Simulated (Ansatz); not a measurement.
# Fermi surface of TaN (space group Fm-3m, No. 225)

```
Ta N
1.0
     0.00000    2.17900    2.17900
     2.17900    0.00000    2.17900
     2.17900    2.17900    0.00000
Ta N
1 1
Cartesian
  2.1790 2.1790 2.1790
  0.0000 0.0000 0.0000
```

Computed with Ansatz 0.2.0, DFT PBE, scalar-relativistic, plane waves, PAW; levels and slopes on a dense k mesh at the converged density. No spin polarisation. The levels come from a k mesh of 34×34×34 points. The geometry was not relaxed (residual pressure 15 GPa). Sheets, masses and frequencies are those of this strained cell.

### 1. The sheets

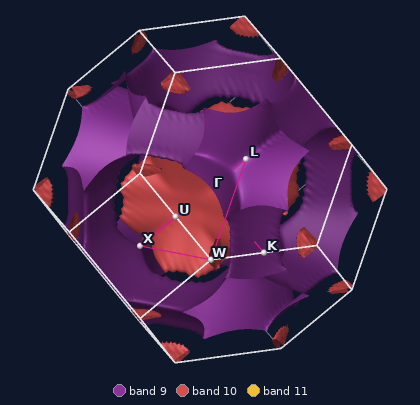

The figure shows the computed Fermi surface of this crystal. Each colour is one band. The brighter face of a sheet looks towards empty states.

> Describe the Fermi surface sheet by sheet.

Three bands cross the Fermi level; this is a three-dimensional metal.

Band 9: an open hole network that joins neighbouring zones in all directions (16 % of the zone).
Band 10: one electron pocket centred at Γ (10 % of the zone) and six electron pockets centred at W (each 0.06 % of the zone).
Band 11: one electron pocket centred at Γ (5.5 % of the zone).
A pocket cut by a face of the zone is counted once with the part on the opposite face.

### 2. Speeds

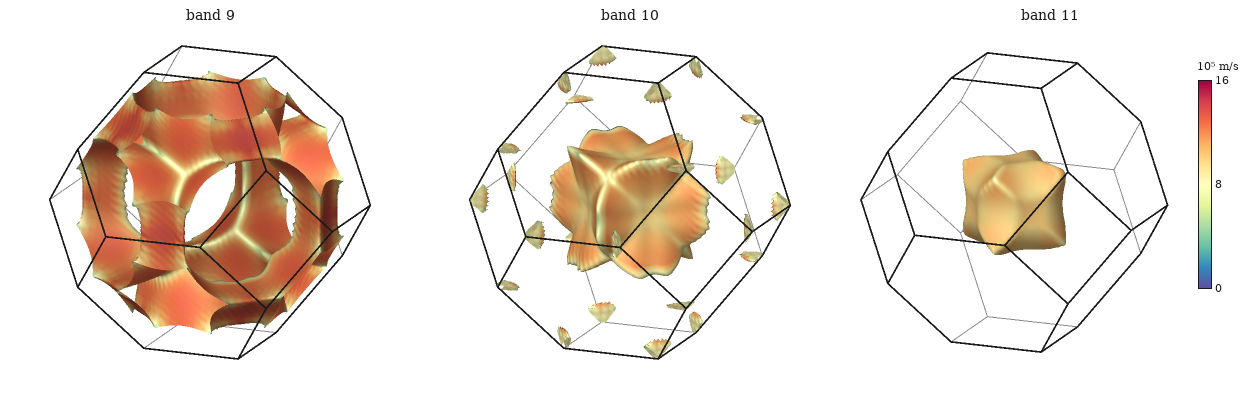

Fermi surface of this crystal, coloured by the Fermi speed.

> How fast are the electrons on each sheet?

Band 9: 8.3 to 13 × 10⁵ m/s over most of the sheet, 11 × 10⁵ m/s on average over states. Band 10: 6.9 to 12 × 10⁵ m/s over most of the sheet, 10 × 10⁵ m/s on average over states. Band 11: 9.3 to 11 × 10⁵ m/s over most of the sheet, 10 × 10⁵ m/s on average over states.

> Which of these bands adds most to the density of states at the Fermi level?

Band 9, with 0.42 of 0.78 states/eV per cell.

### 3. Cuts and bands

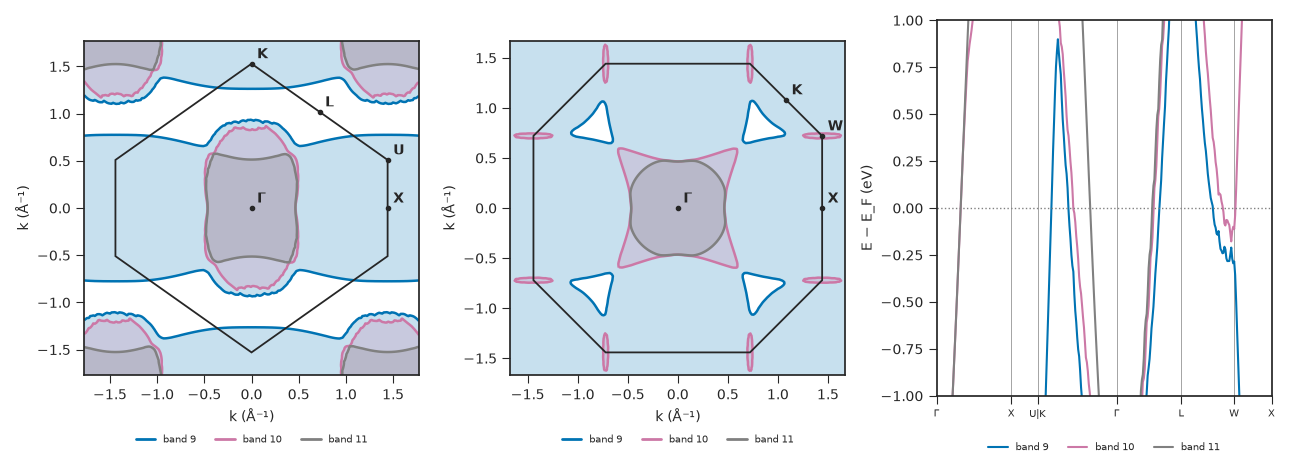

This crystal: cuts through the Fermi surface in the plane through Γ, X and L and the plane through Γ, X and W, filled states shaded, and the bands that cross the Fermi level.

> For each band, read its level at the labelled points (eV from the Fermi level).

```json
{"band": "band 9", "Γ": "below", "X": "below", "L": "above"}
{"band": "band 10", "Γ": "below", "X": "above", "L": "above"}
{"band": "band 11", "Γ": "below", "X": "above", "L": "above"}
```

Negative values are filled states; "above" and "below" lie outside the plotted window.

Spin-orbit coupling is left out; with Ta it can split, shift or remove sheets. Necks and pockets thinner than about two mesh steps aren't resolved, so separate pockets may in truth be joined.

Time for the whole run: 9.8 s on 1 thread of AMD EPYC 9R45 96-Core Processor (Zen 5), on a shared host, peak memory 0.47 GiB.
